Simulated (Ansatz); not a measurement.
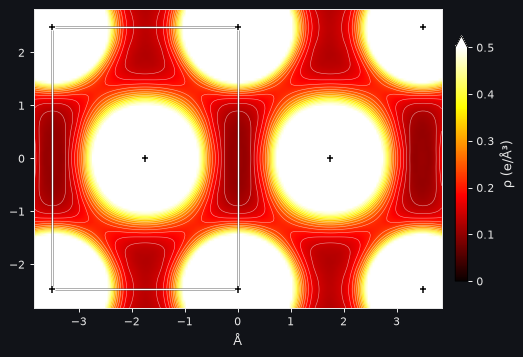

The valence pseudo-density on a plane through atoms (crosses mark nuclei in the plane).

All numbers below come from Ansatz, Kohn-Sham DFT of a periodic cell, PBE, Ansatz PAW.

Candidates:
A. MoSe, a = 3.50 Å, b = 3.50 Å, c = 3.50 Å, α = 90.00°, β = 90.00°, γ = 90.00°. Space group Pm-3m; a structure from a database of computed crystals, not necessarily the ambient phase; a generated structure, not necessarily the stable one; computed pressure about −26 GPa in this cell.
B. WS, a = 4.31 Å, b = 4.31 Å, c = 4.95 Å, α = 90.00°, β = 90.00°, γ = 90.00°. Space group I4/mmm; a generated structure, not necessarily the stable one; computed pressure about −24 GPa in this cell.
C. Ru, a = 2.74 Å, b = 2.74 Å, c = 4.34 Å, α = 90.00°, β = 90.00°, γ = 120.00°. Space group P6₃/mmc; computed pressure about −7 GPa in this cell.

Which candidate gave the map?

Candidate A: MoSe on the (110) plane of the conventional cell, which holds Mo and Se. Mo–Se (3.03 Å): ρ at the midpoint is about 0.21 e/Å³.
